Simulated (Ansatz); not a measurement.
Run report: Au, single-point calculation (part 1 of 2)

System: Au (slab, 5 atoms in the cell).
Method: DFT, r2SCAN, plane waves, PAW, no spin polarisation (Ansatz 0.2.0).

Figures and captions count atoms from 1; the log counts them from 0 in places.

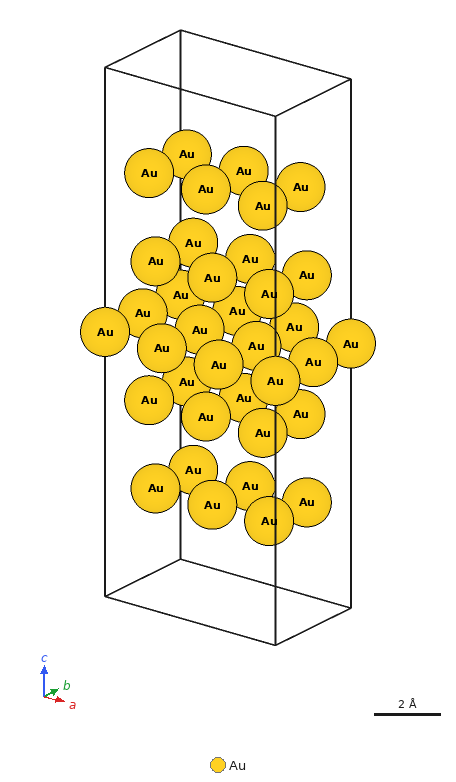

Fig. 1: The structure as given in the input (spheres-only view of the 3 × 2 repeat of the cell, with the vacuum cut short, seen slightly off an axis).

### Input file
```yaml
crystal:
  lattice:
    - [2.88765147, 0.0, 0.0]
    - [-1.443825735, 2.5007795303, 0.0]
    - [0.0, 0.0, 24.4310302087]
  atoms:
    - { symbol: Au, position: [0.6666666667, 0.3333333333, 0.3070133085] }
    - { symbol: Au, position: [0.3333333333, 0.6666666667, 0.4043291603] }
    - { symbol: Au, position: [0.0, 0.0, 0.4999999993] }
    - { symbol: Au, position: [0.6666666667, 0.3333333333, 0.5956708392] }
    - { symbol: Au, position: [0.3333333333, 0.6666666667, 0.6929866928] }
kpoints:
  mp_grid: { grid: [12, 12, 1] }
hamiltonian:
  xc: r2scan
scf:
  occupations: { method: methfessel_paxton, width: 0.15 }
  mixing: { preconditioner: kerker_dos }
output:
  forces: true
  eigenvalues: true
  stress: true
efield:
  axis: 3
  dipole_correction: true
  ramp_width: 0.04
```

Machine: 8 threads of Intel Xeon (Sapphire Rapids), 64 GiB of memory available, shared host.

Launched with:
```bash
ansatz run input.yaml --threads 8 --pin off --max-ram 14336MiB --backend cpu --events-out ev --progress --plain --runs-dir out
```

### What the program printed
```
Engine: ansatz 0.2.0, x86_64-unknown-linux-gnu
Pseudopotentials: kind: paw
Pseudopotential: Au, paw, valence charge 19, recommended cutoff 500 eV (meta_gga), Au.paw.azcp
Functional definition: r2SCAN
  parameter k0 = 0.174
  parameter k1 = 0.065
  parameter a1 = 4.9479
  exchange = r2scan_x(k0 = k0, k1 = k1, a1 = a1)
  correlation = r2scan_c
Crystal: 5 atoms, lattice volume = 176.426 Å³
Basis set: ecut = 500 eV, 4457 PW (Γ), exchange–correlation on 96×96×720 points (64 copies of the dense FFT grid, shifted against one another)
Bands: 57, of which v1, the nominal top of the filled ones, is band 48 counted from 1 (47 counted from 0)
Symmetry: 6 space group operations
k-points: 19 of 144 (time reversal used)
Non-local potential: Au, projectors of the file, l = 0: 3, l = 1: 2, l = 2: 2, l = 3: 1
PAW form: soft (Blöchl's): semilocal exchange-correlation on the pseudo side does not see the compensation charge
PAW frozen core: Au, regenerated for the run's functional (the file was generated under x = pbe(κ = 0.804, μ = 0.2195149727645171), c = pbe(β = 0.06672455060314922))
PAW one-centre angular grid: Au, 590 points (default); XC on 160 Gauss nodes
Initial density: superposition of atomic densities (neutral atoms: chi_scale 0, normalization atom), corrected by the library's trained network
Initial wavefunctions: pseudopotential atomic-orbital guess
Functional: x = r2scan, c = r2scan; τ floored in thin density (d = 2e-4 eV/Å³)
SCF iter   1: F=—  HF=-65816.761200 eV  |F-HF|=—  |Δ(HF+E_count)|=         —  Δρ=1.03e-2  dr2=4.35e-1  dr2_τ=1.84e-2  ethr=1.77e-3  p=-0.000 e·Å  D=-1.98e-10 V/Å  ΔV_dip=0.00 eV  dr2_dipole=1.80e-6  V_vac-E_F(+/−)=4.99/4.99 eV  ⟨swp⟩=8.1  Hψ=4500  notcnv=0  defer=13
efield: sawtooth ramp at fractional position 0.9800 (placed from the atoms, in the widest stretch of the axis that holds none; the zero of the levels goes with the place), width 0.0400; the density the first Hamiltonian is built on has a dipole p = -0.000 e·Å; the dipole correction subtracts the counter field D = -1.98e-10 V/Å, which shifts the + side's vacuum level by +0.00 eV against the − side's; the planar-averaged density in the ramp window peaks in size at 3.8e-5 e/Å³
SCF iter   2: F=—  HF=-65816.725371 eV  |F-HF|=—  |Δ(HF+E_count)|=   3.58e-2  S|Δr|=    0.00e0  Δρ=3.01e-3  dr2=6.06e-2  dr2_τ=7.60e-3  ethr=4.58e-4  p=0.000 e·Å  D=3.16e-8 V/Å  ΔV_dip=-0.00 eV  dr2_dipole=1.02e-6  V_vac-E_F(+/−)=4.93/4.93 eV  ⟨swp⟩=2.6  Hψ=1844  notcnv=0  defer=52  κ⁻¹=1.0e0(r=1)
SCF iter   3: F=—  HF=-65816.729219 eV  |F-HF|=—  |Δ(HF+E_count)|=   3.85e-3  S|Δr|=    0.00e0  Δρ=1.46e-3  dr2=2.00e-2  dr2_τ=1.97e-4  ethr=6.38e-5  p=0.000 e·Å  D=1.13e-7 V/Å  ΔV_dip=-0.00 eV  dr2_dipole=1.45e-8  V_vac-E_F(+/−)=4.94/4.94 eV  ⟨swp⟩=1.7  Hψ=1234  notcnv=0  defer=52  κ⁻¹=6.8e-2(r=2)
SCF iter   4: F=—  HF=-65816.728697 eV  |F-HF|=—  |Δ(HF+E_count)|=   5.22e-4  S|Δr|=    0.00e0  Δρ=3.85e-4  dr2=2.54e-3  dr2_τ=5.58e-5  ethr=2.11e-5  p=0.000 e·Å  D=2.69e-7 V/Å  ΔV_dip=-0.00 eV  dr2_dipole=7.07e-9  V_vac-E_F(+/−)=4.95/4.95 eV  ⟨swp⟩=2.2  Hψ=1313  notcnv=0  defer=52  κ⁻¹=6.2e-3(r=3)
SCF iter   5: F=—  HF=-65816.728630 eV  |F-HF|=—  |Δ(HF+E_count)|=   6.66e-5  S|Δr|=    0.00e0  Δρ=2.68e-4  dr2=1.51e-3  dr2_τ=9.81e-6  ethr=2.68e-6  p=0.000 e·Å  D=4.06e-7 V/Å  ΔV_dip=-0.00 eV  dr2_dipole=1.06e-9  V_vac-E_F(+/−)=4.96/4.96 eV  ⟨swp⟩=1.6  Hψ=1288  notcnv=0  defer=52  κ⁻¹=3.2e-4(r=4)
SCF iter   6: F=—  HF=-65816.728569 eV  |F-HF|=—  |Δ(HF+E_count)|=   6.19e-5  S|Δr|=    0.00e0  Δρ=2.36e-4  dr2=1.17e-3  dr2_τ=4.36e-6  ethr=1.59e-6  p=0.000 e·Å  D=6.37e-7 V/Å  ΔV_dip=-0.00 eV  dr2_dipole=3.08e-10  V_vac-E_F(+/−)=4.98/4.98 eV  ⟨swp⟩=1.3  Hψ=1077  notcnv=0  defer=52  κ⁻¹=9.4e-5(r=5)
SCF iter   7: F=—  HF=-65816.728660 eV  |F-HF|=—  |Δ(HF+E_count)|=   9.14e-5  S|Δr|=    0.00e0  Δρ=2.01e-4  dr2=7.79e-4  dr2_τ=3.81e-6  ethr=1.24e-6  p=0.000 e·Å  D=1.16e-6 V/Å  ΔV_dip=-0.00 eV  dr2_dipole=3.57e-9  V_vac-E_F(+/−)=5.00/5.00 eV  ⟨swp⟩=1.8  Hψ=1158  notcnv=0  defer=52  κ⁻¹=4.4e-5(r=6)
SCF iter   8: F=—  HF=-65816.728683 eV  |F-HF|=—  |Δ(HF+E_count)|=   2.31e-5  S|Δr|=    0.00e0  Δρ=1.28e-4  dr2=4.74e-4  dr2_τ=1.21e-6  ethr=8.21e-7  p=0.000 e·Å  D=2.02e-6 V/Å  ΔV_dip=-0.00 eV  dr2_dipole=2.22e-9  V_vac-E_F(+/−)=5.04/5.04 eV  ⟨swp⟩=2.0  Hψ=1266  notcnv=0  defer=52  κ⁻¹=2.1e-5(r=7)
SCF iter   9: F=—  HF=-65816.728795 eV  |F-HF|=—  |Δ(HF+E_count)|=   1.12e-4  S|Δr|=    0.00e0  Δρ=8.08e-5  dr2=3.68e-4  dr2_τ=4.60e-7  ethr=4.99e-7  p=0.000 e·Å  D=2.41e-6 V/Å  ΔV_dip=-0.00 eV  dr2_dipole=6.96e-10  V_vac-E_F(+/−)=5.06/5.06 eV  ⟨swp⟩=1.9  Hψ=1287  notcnv=0  defer=52  κ⁻¹=1.9e-5(r=8)
SCF iter  10: F=—  HF=-65816.728558 eV  |F-HF|=—  |Δ(HF+E_count)|=   2.37e-4  S|Δr|=    0.00e0  Δρ=1.12e-4  dr2=2.46e-4  dr2_τ=9.34e-7  ethr=3.88e-7  p=0.000 e·Å  D=2.70e-6 V/Å  ΔV_dip=-0.00 eV  dr2_dipole=4.56e-13  V_vac-E_F(+/−)=5.11/5.10 eV  ⟨swp⟩=1.9  Hψ=1227  notcnv=0  defer=52  κ⁻¹=7.2e-5(r=8)
SCF iter  11: F=—  HF=-65816.728320 eV  |F-HF|=—  |Δ(HF+E_count)|=   2.38e-4  S|Δr|=    0.00e0  Δρ=8.31e-5  dr2=1.22e-4  dr2_τ=6.04e-7  ethr=2.59e-7  p=0.000 e·Å  D=1.36e-6 V/Å  ΔV_dip=-0.00 eV  dr2_dipole=2.23e-9  V_vac-E_F(+/−)=5.15/5.15 eV  ⟨swp⟩=2.0  Hψ=1256  notcnv=0  defer=52  κ⁻¹=5.3e-5(r=8)
SCF iter  12: F=—  HF=-65816.728197 eV  |F-HF|=—  |Δ(HF+E_count)|=   1.23e-4  S|Δr|=    0.00e0  Δρ=7.28e-5  dr2=4.96e-5  dr2_τ=3.47e-7  ethr=1.28e-7  p=-0.000 e·Å  D=-8.69e-7 V/Å  ΔV_dip=0.00 eV  dr2_dipole=1.64e-11  V_vac-E_F(+/−)=5.20/5.20 eV  ⟨swp⟩=1.9  Hψ=1257  notcnv=0  defer=52  κ⁻¹=8.0e-4(r=8)
SCF iter  13: F=—  HF=-65816.728142 eV  |F-HF|=—  |Δ(HF+E_count)|=   5.51e-5  S|Δr|=    0.00e0  Δρ=5.01e-5  dr2=2.00e-5  dr2_τ=3.14e-7  ethr=5.22e-8  p=-0.000 e·Å  D=-3.04e-6 V/Å  ΔV_dip=0.00 eV  dr2_dipole=2.30e-9  V_vac-E_F(+/−)=5.22/5.21 eV  ⟨swp⟩=2.2  Hψ=1316  notcnv=0  defer=52  κ⁻¹=2.0e-3(r=8)
SCF iter  14: F=—  HF=-65816.728312 eV  |F-HF|=—  |Δ(HF+E_count)|=   1.70e-4  S|Δr|=    0.00e0  Δρ=2.78e-5  dr2=2.74e-6  dr2_τ=5.35e-8  ethr=2.10e-8  p=-0.000 e·Å  D=-5.02e-6 V/Å  ΔV_dip=0.00 eV  dr2_dipole=3.80e-12  V_vac-E_F(+/−)=5.24/5.24 eV  ⟨swp⟩=2.5  Hψ=1391  notcnv=0  defer=52  κ⁻¹=1.7e-3(r=8)
SCF iter  15: F=—  HF=-65816.728361 eV  |F-HF|=—  |Δ(HF+E_count)|=   4.84e-5  S|Δr|=    0.00e0  Δρ=1.46e-5  dr2=7.31e-7  dr2_τ=1.94e-8  ethr=2.88e-9  p=-0.000 e·Å  D=-5.19e-6 V/Å  ΔV_dip=0.00 eV  dr2_dipole=7.10e-10  V_vac-E_F(+/−)=5.24/5.24 eV  ⟨swp⟩=2.7  Hψ=1509  notcnv=0  defer=52  κ⁻¹=2.5e-3(r=8)
SCF iter  16: F=—  HF=-65816.728392 eV  |F-HF|=—  |Δ(HF+E_count)|=   3.11e-5  S|Δr|=    0.00e0  Δρ=6.53e-6  dr2=1.20e-7  dr2_τ=3.31e-9  ethr=7.70e-10  p=-0.000 e·Å  D=-4.85e-6 V/Å  ΔV_dip=0.00 eV  dr2_dipole=1.87e-13  V_vac-E_F(+/−)=5.24/5.24 eV  ⟨swp⟩=3.1  Hψ=1771  notcnv=0  defer=52  κ⁻¹=4.0e-4(r=8)
iter 17 met the thresholds in force, and the SCF goes on: an eigenvalue changes by 74.43 meV, over its tolerance of 10.00 meV (output.eigenvalues, Limitations)
SCF iter  17: F=-65816.728409 eV  HF=-65816.728403 eV  |F-HF|=5.65e-6  |Δ(HF+E_count)|=   1.12e-5  S|Δr|=    0.00e0  Δρ=3.00e-6  dr2=1.79e-8  dr2_τ=1.17e-9  ethr=1.05e-10  p=-0.000 e·Å  D=-4.25e-6 V/Å  ΔV_dip=0.00 eV  dr2_dipole=5.91e-11  V_vac-E_F(+/−)=5.24/5.24 eV  ⟨swp⟩=15.6  Hψ=5565  notcnv=0  κ⁻¹=1.8e-4(r=8)
iter 18 met the thresholds in force, and the SCF goes on: an eigenvalue changes by 41.88 meV, over its tolerance of 10.00 meV (output.eigenvalues, Limitations)
SCF iter  18: F=-65816.728409 eV  HF=-65816.728407 eV  |F-HF|=1.57e-6  |Δ(HF+E_count)|=   4.11e-6  S|Δr|=    0.00e0  Δρ=1.71e-6  dr2=3.79e-9  dr2_τ=4.00e-10  ethr=1.89e-11  p=-0.000 e·Å  D=-3.79e-6 V/Å  ΔV_dip=0.00 eV  dr2_dipole=1.24e-12  V_vac-E_F(+/−)=5.24/5.24 eV  ⟨swp⟩=6.9  Hψ=4381  notcnv=0
Mixer restart at iter 18: flushing history
SCF iter  19: F=-65816.728408 eV  HF=-65816.728409 eV  |F-HF|=1.77e-7  |Δ(HF+E_count)|=   1.59e-6  S|Δr|=    0.00e0  Δρ=1.39e-6  dr2=1.19e-7  dr2_τ=4.46e-10  ethr=3.99e-12  p=-0.000 e·Å  D=-5.38e-6 V/Å  ΔV_dip=0.00 eV  dr2_dipole=5.94e-8  V_vac-E_F(+/−)=5.24/5.24 eV  ⟨swp⟩=3.6  Hψ=1871  notcnv=0  κ⁻¹=1.0e0(r=1)
SCF iter  20: F=-65816.728408 eV  HF=-65816.728409 eV  |F-HF|=3.90e-7  |Δ(HF+E_count)|=   2.62e-9  S|Δr|=    0.00e0  Δρ=1.63e-6  dr2=2.30e-7  dr2_τ=6.22e-10  ethr=3.99e-12  p=0.000 e·Å  D=1.13e-5 V/Å  ΔV_dip=-0.00 eV  dr2_dipole=1.62e-7  V_vac-E_F(+/−)=5.24/5.24 eV  ⟨swp⟩=2.0  Hψ=1524  notcnv=0  κ⁻¹=1.6e-2(r=2)
SCF iter  21: F=-65816.728409 eV  HF=-65816.728409 eV  |F-HF|=9.20e-8  |Δ(HF+E_count)|=   1.50e-9  S|Δr|=    0.00e0  Δρ=1.55e-6  dr2=8.68e-8  dr2_τ=5.34e-10  ethr=3.99e-12  p=-0.000 e·Å  D=-2.47e-6 V/Å  ΔV_dip=0.00 eV  dr2_dipole=6.82e-9  V_vac-E_F(+/−)=5.24/5.24 eV  ⟨swp⟩=6.6  Hψ=3769  notcnv=0
SCF 1 converged in 21 iterations: F = -65816.728409 eV  dr2 = 8.68e-8
  greatest PAW one-centre occupation: 1.003 electrons in one spin orbital (limit 2), on the Au atom at site 0 (counted from 0), in its partial waves of l = 0
```
